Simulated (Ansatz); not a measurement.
System: MgO.

Space group Fm-3m; the calculation finds a residual pressure of about 4 GPa at this fixed cell.

The calculation's input:

```
crystal:
  lattice:
    - [0.0, 2.1085, 2.1085]
    - [2.1085, 0.0, 2.1085]
    - [2.1085, 2.1085, 0.0]
  atoms:
    - { symbol: Mg, position: [0.0, 0.0, 0.0] }
    - { symbol: O, position: [0.5, 0.5, 0.5] }
basis:
  ecutwfc: 420
  fft_grid_basis: typed
kpoints:
  mp_grid: { grid: [12, 12, 12] }
hamiltonian:
  xc: pbe
  pseudopotentials: { kind: paw }
scf:
  occupations: { method: gaussian, width: 0.05 }
output:
  forces: true
  stress: true
  eigenvalues: true
  bader: true
  write_density: true
  volumetric_format: npy
  elf: true
```

Run with:

```sh
ansatz run input.yaml --threads 1 --pin off --max-ram 3072MiB --backend cpu --events-out ev --progress --plain --runs-dir out
```

The picture shows the conventional cell (a = 4.22 Å, b = 4.22 Å, c = 4.22 Å, α = 90.00°, β = 90.00°, γ = 90.00°).

The calculation used Ansatz, DFT PBE, scalar-relativistic, plane waves, PAW.

Question: What will a map of ρ − Σ ρ(atoms) show?

Answer: Mg–O (2.11 Å): Δρ is +0.03 e/Å³ at the midpoint (close to a masked core, so read it with care).
- Mg–Mg (2.98 Å): Δρ is −0.04 e/Å³ at the midpoint.
- Over the whole cell, outside the masked cores, the largest gain lies at the edge of the masked core of O, and the largest loss lies at the edge of the masked core of Mg.
- The rearranged charge, half the integral of |Δρ|, is about 0.25 e an atom.
- Bader charges: Mg +1.72 and O −1.72 e.

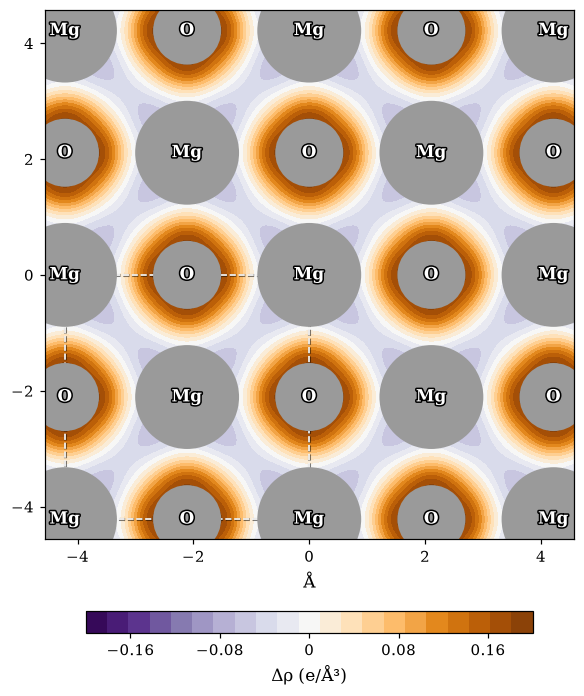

Computed deformation density: a map on the (001) plane of the conventional cell, with grey discs over the atomic cores.

Cores are masked to 0.9 Å (Mg) and 0.6 Å (O).

Core electrons are frozen (PAW), so the fields are smoothed inside the atomic spheres.
